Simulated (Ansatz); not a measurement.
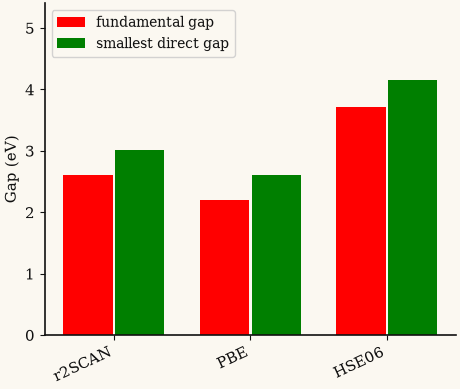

Gaps of TiO2, space group I4_1/amd, 6 atoms in the cell, anatase type, hydrostatic strain −2.0%, at several levels of theory on one cell (Ansatz, plane waves and PAW; edges over the mesh and the special points).

**How does the gap depend on the level, and does its kind change?**

In rising order: PBE 2.20 eV, r2SCAN 2.60 eV and HSE06 3.72 eV. It is indirect at every level.
